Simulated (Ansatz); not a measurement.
# Two runs on InAs

System: InAs (F-43m, 2 atoms in the cell).
Method of run 1: DFT PBE, scalar-relativistic, plane waves, PAW, no spin polarisation (Ansatz 0.2.0).

The structure derives from an entry of the Crystallography Open Database. Text and figures count atoms from 1; the logs count them from 0 in places.

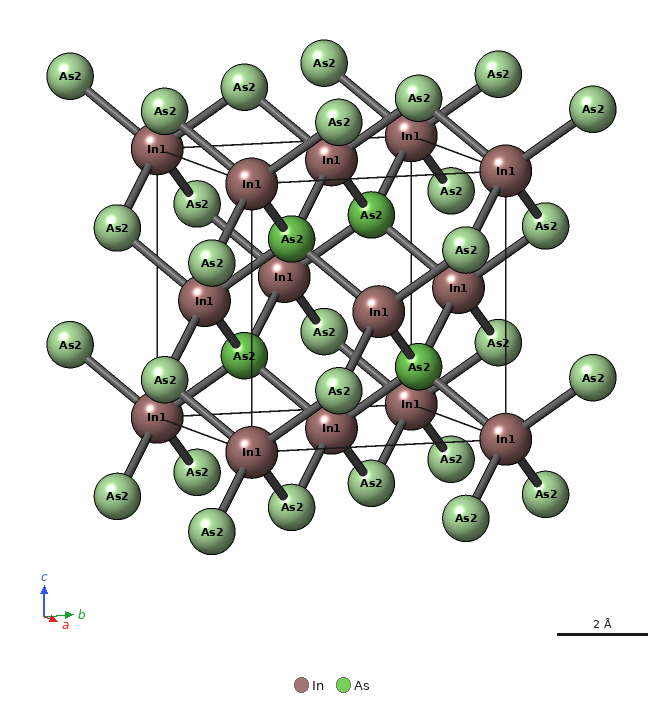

The input geometry (ball-and-stick view of the cell 4 times as large as that of the calculation, set on its symmetry axes, seen slightly off an axis; neighbours outside the cell are drawn fainter; atoms are numbered from 1 in the order of the input). An atom can appear more than once, as a periodic image. Near neighbours in the periodic cell (some may lie outside the picture): In has 4 As at 2.62 Å; As has 4 In at 2.62 Å.

**The input, run 1**
```yaml
crystal:
  lattice:
    - [0.0, 3.0240000793, 3.0240000793]
    - [3.0240000793, 0.0, 3.0240000793]
    - [3.0240000793, 3.0240000793, 0.0]
  atoms:
    - { symbol: In, position: [0.0, 0.0, 0.0] }
    - { symbol: As, position: [0.75, 0.75, 0.75] }
basis:
  ecutwfc: 420
  ecutrho_ratio: 4
kpoints:
  mp_grid: { grid: [6, 6, 6] }
hamiltonian:
  xc: pbe
scf:
  occupations: { method: gaussian, width: 0.05 }
output:
  forces: true
  stress: true
  eigenvalues: true
```

Launched with:
```bash
ansatz run input.yaml --threads 4 --pin off --max-ram 8192MiB --backend cpu --events-out ev --progress --plain --runs-dir out
```

Hardware: 4 threads of Arm Neoverse V1, 24 GiB of memory available, shared host.

**Output, shortened to warnings, some set-up lines, iterations and results (run 1)**
```
Basis set: ecut = 420 eV, 1067 PW (Γ), exchange–correlation on 60×60×60 points (8 copies of the dense FFT grid, shifted against one another)
Symmetry: 24 space group operations
k-points: 16 of 216 (time reversal used)
Initial density: superposition of atomic densities (neutral atoms: chi_scale 0, normalization atom), corrected by the library's trained network
[...]
SCF iter   1: F=—  HF=-10454.408886 eV  |F-HF|=—  |Δ(HF+E_count)|=         —  Δρ=2.16e-3  dr2=5.52e-3  ethr=1.77e-3  ⟨swp⟩=6.1  Hψ=1396  notcnv=0
SCF iter   2: F=—  HF=-10454.406365 eV  |F-HF|=—  |Δ(HF+E_count)|=   2.52e-3  Δρ=9.55e-4  dr2=5.13e-4  ethr=1.97e-5  ⟨swp⟩=2.0  Hψ=622  notcnv=0
SCF iter   3: F=—  HF=-10454.406250 eV  |F-HF|=—  |Δ(HF+E_count)|=   1.15e-4  Δρ=2.70e-4  dr2=4.57e-5  ethr=1.83e-6  ⟨swp⟩=2.0  Hψ=433  notcnv=0
SCF iter   4: F=—  HF=-10454.406285 eV  |F-HF|=—  |Δ(HF+E_count)|=   3.48e-5  Δρ=9.05e-5  dr2=4.35e-6  ethr=1.63e-7  ⟨swp⟩=2.0  Hψ=353  notcnv=0
SCF iter   5: F=—  HF=-10454.406292 eV  |F-HF|=—  |Δ(HF+E_count)|=   7.16e-6  Δρ=3.16e-5  dr2=5.73e-7  ethr=1.55e-8  ⟨swp⟩=2.0  Hψ=513  notcnv=0
SCF iter   6: F=-10454.406292 eV  HF=-10454.406292 eV  |F-HF|=1.42e-8  |Δ(HF+E_count)|=   2.09e-7  Δρ=5.77e-6  dr2=1.32e-8  ethr=3.57e-10  ⟨swp⟩=6.1  Hψ=1367  notcnv=0
SCF 1 converged in 6 iterations: F = -10454.406292 eV  dr2 = 1.32e-8
SCF converged after 6 iterations
Free energy (F): -10454.406292 eV
Harris-Foulkes:  -10454.406292 eV  (|F-HF|=1.42e-8)
Internal energy: -10454.405935 eV  (E = F + TS)
E sigma→0 (E₀):  -10454.406113 eV
Entropy (-TS):   -0.000357 eV (-0.179 meV/atom)
Fermi energy:    7.862880 eV
--- Per-component energies (eV) ---
  E_band       = -311.612585
  E_kinetic    = 347.272074
  E_local      = -3275.872625  (includes V_loc(G=0)·N_el)
  E_nonlocal   = -303.265001
  E_hartree    = 1585.751532
  E_xc         = -294.728736
  E_vxc        = -178.889244  (∫ρ·V_xc dr)
  E_paw        = -5990.779337  (= ΣΔE_a)
  E_vpaw       = -72.367260  (= ΣTr[D̂ρ^β])
  E_aug_tail   = 0.000035  (compensation charges beyond the density's cutoff)
  E_ewald      = -2522.783877
  E_smearing   = -0.000357  (= −TS)
  E_closure    = -0.000000  (closes the sum)
  Σ components = -10454.406292   (vs F -10454.406292, Δ=0.00e0)
--- Forces (eV/Å), atoms counted from 1 ---
  atom   1  In    -0.00000000    -0.00000000    -0.00000000
  atom   2  As     0.00000000    -0.00000000     0.00000000
  max |Σ_I F_I| component: 2.15e-16 eV/Å
--- Stress (GPa, compression-positive) ---
        3.957349       0.000000      -0.000000
       -0.000000       3.957349       0.000000
       -0.000000       0.000000       3.957349
  P = ⅓ Tr σ = 3.9573 GPa (39.573 kbar)
```

Run 2 used a changed input.

**The two runs side by side**

```tsv
quantity	run 1	run 2
outcome	converged	converged
free energy per atom (eV)	−5227.2031	−5169.4025
gap on the mesh (eV)	0.00	0.00
pressure (GPa)	3.96	1.21
largest force (eV/Å)	0.000	0.000
SCF iterations	6	6
irreducible k-points	16	16
plane waves at Γ	1067	1067
wall time (shared host)	0.63 s	0.67 s
```

What was changed in the input?

The change (lines with − go, lines with + come):
```diff
-  xc: pbe
+  xc: pbesol
```

The total energies belong to different methods, so their difference says nothing on which is more stable or more accurate. The pressure goes from 3.96 to 1.21 GPa. The functional changes from PBE to PBEsol. Along LDA, PBEsol, PBE and RPBE the binding weakens and the preferred volume grows, so the same cell is under more pressure with the later ones. The number of SCF iterations is the same.

**Output, shortened to warnings, some set-up lines, iterations and results (run 2)**
```
Basis set: ecut = 420 eV, 1067 PW (Γ), exchange–correlation on 60×60×60 points (8 copies of the dense FFT grid, shifted against one another)
Symmetry: 24 space group operations
k-points: 16 of 216 (time reversal used)
Initial density: superposition of atomic densities (neutral atoms: chi_scale 0, normalization atom), corrected by the library's trained network
[...]
SCF iter   1: F=—  HF=-10338.811572 eV  |F-HF|=—  |Δ(HF+E_count)|=         —  Δρ=4.14e-3  dr2=1.59e-2  ethr=1.77e-3  ⟨swp⟩=6.0  Hψ=1399  notcnv=0
SCF iter   2: F=—  HF=-10338.805103 eV  |F-HF|=—  |Δ(HF+E_count)|=   6.47e-3  Δρ=1.41e-3  dr2=8.99e-4  ethr=5.69e-5  ⟨swp⟩=2.1  Hψ=545  notcnv=0
SCF iter   3: F=—  HF=-10338.804960 eV  |F-HF|=—  |Δ(HF+E_count)|=   1.44e-4  Δρ=4.54e-4  dr2=1.17e-4  ethr=3.21e-6  ⟨swp⟩=2.0  Hψ=505  notcnv=0
SCF iter   4: F=—  HF=-10338.804984 eV  |F-HF|=—  |Δ(HF+E_count)|=   2.47e-5  Δρ=1.95e-4  dr2=1.29e-5  ethr=4.19e-7  ⟨swp⟩=2.0  Hψ=346  notcnv=0
SCF iter   5: F=—  HF=-10338.804995 eV  |F-HF|=—  |Δ(HF+E_count)|=   1.05e-5  Δρ=1.74e-5  dr2=1.13e-7  ethr=4.60e-8  ⟨swp⟩=2.1  Hψ=348  notcnv=0
SCF iter   6: F=-10338.804995 eV  HF=-10338.804995 eV  |F-HF|=8.01e-9  |Δ(HF+E_count)|=   1.46e-8  Δρ=4.00e-6  dr2=6.28e-9  ethr=3.57e-10  ⟨swp⟩=5.5  Hψ=1260  notcnv=0
SCF 1 converged in 6 iterations: F = -10338.804995 eV  dr2 = 6.28e-9
SCF converged after 6 iterations
Free energy (F): -10338.804995 eV
Harris-Foulkes:  -10338.804995 eV  (|F-HF|=8.01e-9)
Internal energy: -10338.804638 eV  (E = F + TS)
E sigma→0 (E₀):  -10338.804816 eV
Entropy (-TS):   -0.000357 eV (-0.179 meV/atom)
Fermi energy:    7.724811 eV
--- Per-component energies (eV) ---
  E_band       = -315.652983
  E_kinetic    = 347.332867
  E_local      = -3278.673229  (includes V_loc(G=0)·N_el)
  E_nonlocal   = -299.735511
  E_hartree    = 1583.687437
  E_xc         = -292.101402
  E_vxc        = -179.108299  (∫ρ·V_xc dr)
  E_paw        = -5877.733289  (= ΣΔE_a)
  E_vpaw       = -72.839441  (= ΣTr[D̂ρ^β])
  E_aug_tail   = 0.000034  (compensation charges beyond the density's cutoff)
  E_ewald      = -2522.783877
  E_core_change = 1.202331  (= ΣΔE_core)
  E_smearing   = -0.000357  (= −TS)
  E_closure    = 0.000000  (closes the sum)
  Σ components = -10338.804995   (vs F -10338.804995, Δ=0.00e0)
--- Forces (eV/Å), atoms counted from 1 ---
  atom   1  In    -0.00000000     0.00000000     0.00000000
  atom   2  As     0.00000000    -0.00000000     0.00000000
  max |Σ_I F_I| component: 2.20e-16 eV/Å
--- Stress (GPa, compression-positive) ---
        1.205685      -0.000000      -0.000000
        0.000000       1.205685       0.000000
       -0.000000       0.000000       1.205685
  P = ⅓ Tr σ = 1.2057 GPa (12.057 kbar)
```
